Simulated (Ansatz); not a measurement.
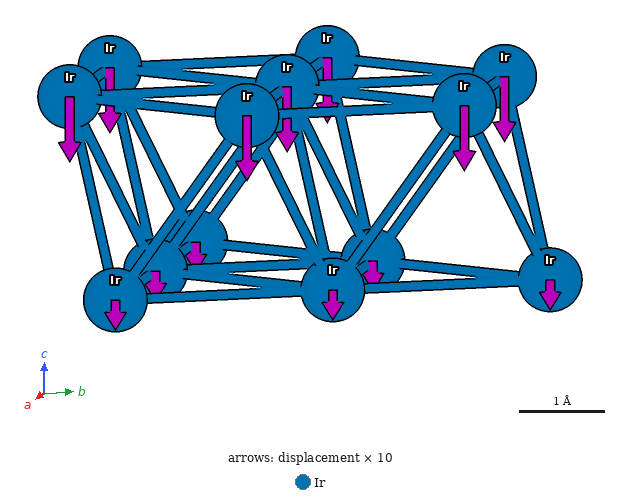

A constrained relaxation of a slab of composition Ir (cut from the Fm-3m phase). The starting structure is drawn; purple arrows show the displacements, 10 times their true length.

The picture is a ball-and-stick view of the atoms within 4.2 Å of the atom that moves most (axes of the 1 × 3 repeat of the cell, outlined in the plane, without the vacuum), seen slightly off an axis.

Case: flat (1 1 1) slab. 12 atoms are held fixed.

These are results of DFT PBE, scalar-relativistic, plane waves, PAW (Ansatz), not measurements. (plane-wave cutoff 420 eV; k-point mesh 2 × 12 × 1; occupations gaussian; smearing width 0.1 eV; no spin polarisation; dipole correction; atoms relaxed in a fixed cell; force threshold 0.02 eV/Å; at most 45 steps)

> Describe the change and its energy.

After 2 accepted moves (3 points after the start) the energy has fallen by 0.108 eV per cell of the calculation. Largest force component: 0.47 eV/Å at the start, 0.0073 eV/Å at the end. The line search rejected the trial step at point 1 of the run. The largest moves, 0.079 Å, are those of Ir atoms. The lattice vectors keep their values. Among the contacts that change: Ir–Ir 2.737 → 2.703 Å. Cost: 3 min on 4 threads of Intel(R) Xeon(R) 6975P-C (Granite Rapids), with other jobs on the host, peak memory 4.3 GiB.
